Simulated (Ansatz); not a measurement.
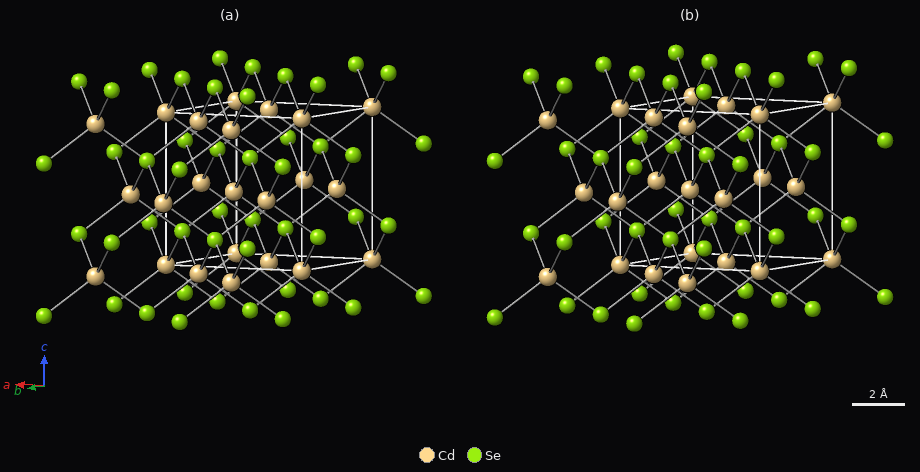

The structure of a crystal of CdSe (a generated structure, set up in F-43m) before (left) and after (right) a relaxation, at one scale.

The picture is a ball-and-stick view of the conventional cell (4 times the calculation's cell), repeated 1 × 2 × 1 with one cell outlined, seen from a free direction. Lengths and directions refer to the drawn axes.

Case: S → Se, Zn → Cd on all its sites, cell and atoms relaxed.

Level of theory: DFT PBEsol, scalar-relativistic, plane waves, PAW (Ansatz 0.2.0).

The input:
```yaml
crystal:
  lattice:
    - [0.0, 2.9605872213, 2.9605872213]
    - [2.9605872213, 0.0, 2.9605872213]
    - [2.9605872213, 2.9605872213, 0.0]
  atoms:
    - { symbol: Cd, position: [0.0, 0.0, 0.0] }
    - { symbol: Se, position: [0.25, 0.25, 0.25] }
basis:
  ecutwfc: 420
kpoints:
  mp_grid: { grid: [8, 8, 8] }
hamiltonian:
  xc: pbesol
scf:
  occupations: { method: gaussian, width: 0.02 }
output:
  forces: true
  stress: true
  eigenvalues: true
relax:
  adjacent_minimum: "off"
  f_tol: 0.01
  max_steps: 60
  cell: { stress_tol: 0.1 }
```

Command:
```bash
ansatz run input.yaml --threads 1 --pin off --max-ram 2560MiB --backend cpu --events-out ev --progress --plain --runs-dir out
```

### What changed between the two?

Over 2 accepted moves (3 points after the start) the energy falls by 63.3 meV per cell of the calculation. All forces vanish by symmetry, so only the cell relaxes. Pressure: 5.05 GPa at the start and −0.10 GPa at the end. At 1 point the geometry stayed and the basis and grid were re-selected for the new cell (energy shift of 0.6 meV per cell of the calculation at most each time). The atoms keep their places relative to the cell (all moves are under 0.005 Å). The drawn cell changes as follows: a = b = c 5.921 → 6.086 Å (+2.8 %); the volume changes by +8.6 %. Among the contacts that change: Cd1–Se2 2.564 → 2.635 Å. The space group stays F-43m (No. 216). The run took 21 s on 1 thread of Intel(R) Xeon(R) Platinum 8259CL CPU @ 2.50GHz (Skylake/Cascade Lake), with other jobs on the host, peak memory 0.42 GiB.
